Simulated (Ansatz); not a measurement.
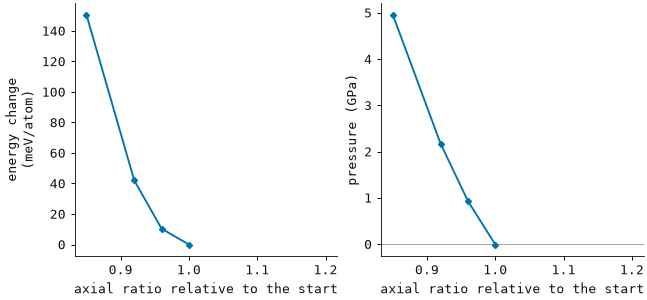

The figure shows the energy change and pressure against relative axial ratio for TiSi₂, space group Cmcm (No. 63).

The given structure:
```
CELL_PARAMETERS angstrom
1.75852 -6.67412 0.00000
1.75852 6.67412 0.00000
0.00000 0.00000 3.55562
ATOMIC_POSITIONS crystal
Ti 0.89752 0.10248 0.75000
Ti 0.10248 0.89752 0.25000
Si 0.55999 0.44001 0.75000
Si 0.44001 0.55999 0.25000
Si 0.24972 0.75028 0.75000
Si 0.75028 0.24972 0.25000
```

Calculation (Ansatz 0.2.0): deformation of a crystal at fixed volume, lengths along the axis scaled against those across it, fractional coordinates fixed, by plane-wave density functional theory with PAW datasets, free energies less that of the undisturbed cell, pressure positive in compression; scalar-relativistic. Level: PBEsol, no spin polarisation.

- wave cutoff: 420 eV
- k mesh: 16×16×16
- occupations: Gaussian
- smearing width: 0.15 eV
- k shift: (0, 0, 0) (mesh steps)
- start: relaxed
- path: axial
- axis direction: (0, 0, 1) (Cartesian unit vector)

The points at relative axial ratio 1.10 and 1.20 are left out of the plot. What values does the calculation give there?

```csv
axial ratio relative to the start,energy change (meV/atom),pressure (GPa)
1.10,56,-0.800
1.20,193,0.956
```

Note: shape and atomic fractions are frozen while scaling, which makes layered, chain and framework solids too stiff.
